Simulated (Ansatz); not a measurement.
# AlN (charge +1): single-point calculation (part 2 of 2)

Continued. System: AlN (8 atoms in the cell, total charge +1). Method: DFT, revPBE, plane waves, PAW, spin-polarised (Ansatz 0.2.0); cutoff 500 eV, 4×6×4 k-mesh, Fermi–Dirac smearing of 0.0406 eV, collinear spins. The structure is a deliberately distorted cell.

Output, continued
```
  k-point 2 ↑: bands = ["-7.2641", "-6.9178", "-6.0429", "-5.3315", "2.1570", "3.1492", "3.5693", "4.0863", "4.5662", "5.2744", "5.8509", "6.3158", "6.5642", "6.6779", "6.8172", "6.9846", "13.5835", "13.6979", "14.2794", "14.8777", "16.1955", "17.6975", "17.9036", "18.3409"]
  k-point 47 ↓: bands = ["-7.0719", "-6.3389", "-5.7809", "-5.4741", "2.5863", "2.8096", "3.3626", "4.4122", "4.7259", "4.9457", "5.1839", "5.8283", "6.1608", "6.6358", "6.7699", "6.9299", "13.8139", "14.1439", "14.8070", "15.8857", "16.4635", "16.6959", "17.3543", "18.0555"]
```

File rho_z.tsv
```
# z_ang	rho[e/angstrom^3]	rho_spin[e/angstrom^3]
# format = ansatz-planar-average/11
# lattice	4.599039000	2.566289000	0.060482000
# lattice	-1.570636000	2.631455000	0.018634000
# lattice	1.548368000	2.653733000	5.057596000
# sites	8
# site	13	1.565295554	4.323580905	5.041586374
# site	13	4.726739436	4.429985838	5.057571696
# site	13	0.058212673	3.519344674	2.470220610
# site	13	2.989561539	3.450834721	2.571528351
# site	7	1.592400691	4.387696939	2.003520726
# site	7	4.508468632	4.304750061	1.996982772
# site	7	3.123336092	3.565816647	4.510860526
# site	7	4.634887201	6.108933013	4.495544970
0.000000	3.640578e-1	2.292843e-3
0.131504	2.834430e-1	1.500206e-3
0.263008	2.220865e-1	8.845772e-4
0.394512	1.786671e-1	4.397494e-4
0.526017	1.511824e-1	1.579438e-4
0.657521	1.369603e-1	2.527817e-5
0.789025	1.333464e-1	2.513176e-5
0.920529	1.383940e-1	1.416402e-4
1.052033	1.515869e-1	3.660448e-4
1.183537	1.741327e-1	7.047082e-4
1.315042	2.088450e-1	1.187206e-3
1.446546	2.593135e-1	1.862755e-3
1.578050	3.290947e-1	2.810381e-3
1.709554	4.192241e-1	4.093062e-3
1.841058	5.219279e-1	5.619997e-3
1.972562	6.198142e-1	7.152611e-3
2.104066	6.957721e-1	8.445514e-3
2.235571	7.399114e-1	9.246606e-3
2.367075	7.460833e-1	9.301365e-3
2.498579	7.097395e-1	8.541196e-3
2.630083	6.334965e-1	7.163864e-3
2.761587	5.315786e-1	5.502037e-3
2.893091	4.253513e-1	3.898764e-3
3.024596	3.320873e-1	2.586603e-3
3.156100	2.583107e-1	1.607669e-3
3.287604	2.038524e-1	9.087029e-4
3.419108	1.670734e-1	4.444636e-4
3.550612	1.455632e-1	1.777331e-4
3.682116	1.364982e-1	7.434019e-5
3.813621	1.374735e-1	1.038950e-4
3.945125	1.471663e-1	2.397800e-4
4.076629	1.659329e-1	4.673650e-4
4.208133	1.958961e-1	7.898173e-4
4.339637	2.403630e-1	1.227791e-3
4.471141	3.030083e-1	1.812409e-3
4.602645	3.862472e-1	2.575869e-3
4.734150	4.858801e-1	3.493212e-3
4.865654	5.872870e-1	4.388518e-3
4.997158	6.721701e-1	4.991583e-3
5.128662	7.279391e-1	5.210002e-3
5.260166	7.475854e-1	5.233215e-3
5.391670	7.260311e-1	5.189694e-3
5.523175	6.630332e-1	4.904351e-3
5.654679	5.687012e-1	4.208454e-3
5.786183	4.625311e-1	3.244657e-3
```

File v_z.tsv
```
# z_ang	v_es[eV]	v_tot_up[eV]	v_tot_dn[eV]
# format = ansatz-planar-average/11
# xc	revpbe
# density_cutoff_ev	2000
# datasets	Al=:simpson_from_first_knot:soft:shift=656003	N=:simpson_from_first_knot:soft:shift=131900
# lattice	4.599039000	2.566289000	0.060482000
# lattice	-1.570636000	2.631455000	0.018634000
# lattice	1.548368000	2.653733000	5.057596000
# sites	8
# site	13	1.565295554	4.323580905	5.041586374
# site	13	4.726739436	4.429985838	5.057571696
# site	13	0.058212673	3.519344674	2.470220610
# site	13	2.989561539	3.450834721	2.571528351
# site	7	1.592400691	4.387696939	2.003520726
# site	7	4.508468632	4.304750061	1.996982772
# site	7	3.123336092	3.565816647	4.510860526
# site	7	4.634887201	6.108933013	4.495544970
0.000000	1.987186e0	-1.028357e1	-1.026423e1
0.131504	2.932485e0	-8.604799e0	-8.590420e0
0.263008	3.418485e0	-7.246080e0	-7.238603e0
0.394512	3.770808e0	-5.964214e0	-5.964658e0
0.526017	4.310064e0	-4.482458e0	-4.493102e0
0.657521	5.157033e0	-2.980890e0	-3.001615e0
0.789025	6.313233e0	-1.664267e0	-1.685256e0
0.920529	7.588631e0	-4.039577e-1	-4.208867e-1
1.052033	8.705099e0	6.052640e-1	5.909981e-1
1.183537	9.436837e0	1.084761e0	1.078496e0
1.315042	9.723970e0	1.036907e0	1.041343e0
1.446546	9.396019e0	1.885943e-1	2.019962e-1
1.578050	8.214409e0	-1.658110e0	-1.637639e0
1.709554	6.227598e0	-4.322893e0	-4.296883e0
1.841058	3.686011e0	-7.486766e0	-7.454878e0
1.972562	9.806039e-1	-1.072198e1	-1.068588e1
2.104066	-1.384185e0	-1.356733e1	-1.352934e1
2.235571	-2.958667e0	-1.559503e1	-1.555590e1
2.367075	-3.521479e0	-1.657670e1	-1.653627e1
2.498579	-3.110506e0	-1.643027e1	-1.638887e1
2.630083	-1.963638e0	-1.529418e1	-1.525448e1
2.761587	-4.298550e-1	-1.353844e1	-1.350267e1
2.893091	1.130503e0	-1.151909e1	-1.148909e1
3.024596	2.405314e0	-9.588176e0	-9.564906e0
3.156100	3.195232e0	-7.980507e0	-7.964603e0
3.287604	3.614484e0	-6.641604e0	-6.634288e0
3.419108	4.059956e0	-5.241318e0	-5.242970e0
3.550612	4.760218e0	-3.706168e0	-3.719195e0
3.682116	5.771493e0	-2.286257e0	-2.305988e0
3.813621	7.004853e0	-9.879878e-1	-1.004205e0
3.945125	8.217394e0	1.674382e-1	1.548173e-1
4.076629	9.144794e0	8.902845e-1	8.820257e-1
4.208133	9.649792e0	1.092527e0	1.093818e0
4.339637	9.614732e0	6.195024e-1	6.292875e-1
4.471141	8.788186e0	-8.251792e-1	-8.098336e-1
4.602645	7.120173e0	-3.176131e0	-3.157384e0
4.734150	4.797609e0	-6.149904e0	-6.128910e0
4.865654	2.136027e0	-9.362584e0	-9.340063e0
4.997158	-4.086226e-1	-1.238234e1	-1.236038e1
5.128662	-2.338662e0	-1.475052e1	-1.473001e1
5.260166	-3.317683e0	-1.615605e1	-1.613577e1
5.391670	-3.274474e0	-1.646602e1	-1.644371e1
5.523175	-2.380628e0	-1.569297e1	-1.566848e1
5.654679	-9.634544e-1	-1.415618e1	-1.413131e1
5.786183	6.041713e-1	-1.223518e1	-1.221204e1
```

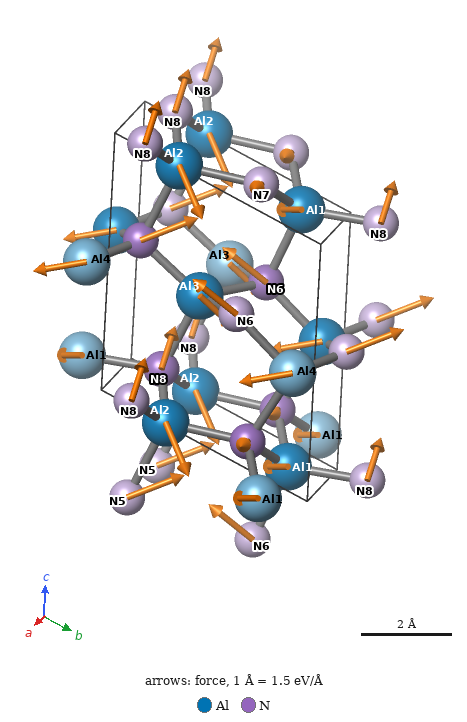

Figure 1. Forces on the atoms as orange arrows (ball-and-stick view of the cell of the calculation, set on other vectors, seen slightly off an axis; neighbours outside the cell are drawn fainter; atoms are numbered from 1 in the order of the input). The largest act on Al2 (2.22 eV/Å); N5 (2.10 eV/Å); N6 (2.09 eV/Å); Al4 (1.85 eV/Å), among others. The geometry is not a stationary point of this energy.

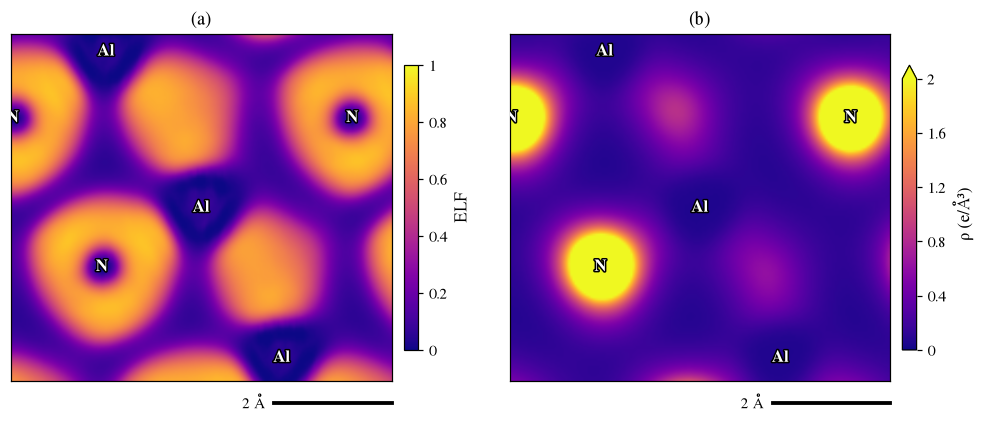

Figure 2. (a) ELF; (b) valence pseudo-density on the (11̄0) plane of the conventional cell. The plane passes through Al and N nuclei. Al–N (1.97 Å): the density is about 0.57 e/Å³ at the midpoint; the ELF is about 0.85 at the midpoint. Al–N (1.97 Å): ρ at the midpoint is about 0.57 e/Å³; the ELF is about 0.85 at the midpoint. Away from the nuclei the density in this plane falls to 0.08 e/Å³ at its lowest. The fields are those of the smooth PAW valence density.

This output came from the following input.

Input file
```yaml
crystal:
  lattice:
    - [4.599039, 2.566289, 0.060482]
    - [-1.570636, 2.631455, 0.018634]
    - [1.548368, 2.653733, 5.057596]
  atoms:
    - { symbol: Al, position: [0.168878, 0.476877, 0.993058] }
    - { symbol: Al, position: [0.69562, 0.005027, 0.991658] }
    - { symbol: Al, position: [0.104631, 0.746858, 0.484415] }
    - { symbol: Al, position: [0.567763, 0.252709, 0.500728] }
    - { symbol: "N", position: [0.489008, 0.79988, 0.387346] }
    - { symbol: "N", position: [0.959197, 0.314986, 0.382217], spin: 0.3 }
    - { symbol: "N", position: [0.403515, 0.067219, 0.886825] }
    - { symbol: "N", position: [0.903177, 0.557261, 0.876016] }
kpoints:
  mp_grid: { grid: [4, 6, 4], shift: [0.5, 0.0, 0.5] }
magnetization:
  spin_polarized: true
scf:
  occupations: { method: fermi_dirac, width: 0.0406 }
hamiltonian:
  pseudopotentials: { kind: paw }
  xc: revpbe
basis:
  ecutwfc: 500
total_charge: 1.0
output:
  forces: true
  stress: true
  eigenvalues: true
  write_density: true
  write_potential: true
  elf: true
  volumetric_format: npy
```

Command:
```bash
ansatz run input.yaml --threads 1 --pin off --max-ram 2560MiB --backend cpu --events-out ev --progress --plain --runs-dir out
```

Key numbers

| quantity | value |
| --- | --- |
| outcome | converged |
| space group (tolerance 0.01 Å) | P1 (1) |
| electrons treated | 31 |
| free energy | −3715.9101 eV |
| Fermi energy | 6.951 eV |
| net moment of the cell | 0.24 μB |
| integrated absolute moment | 0.26 μB |
| pressure | 29.96 GPa |
| largest force (length of the vector) | 2.221 eV/Å |
| hardware | 1 thread of Arm Neoverse V1, 24 GiB of memory available, shared host |
| wall time | 83 s |
| peak memory | 0.44 GiB |

Settings chosen away from the usual ones: hamiltonian.xc set to revpbe (from r2scan).
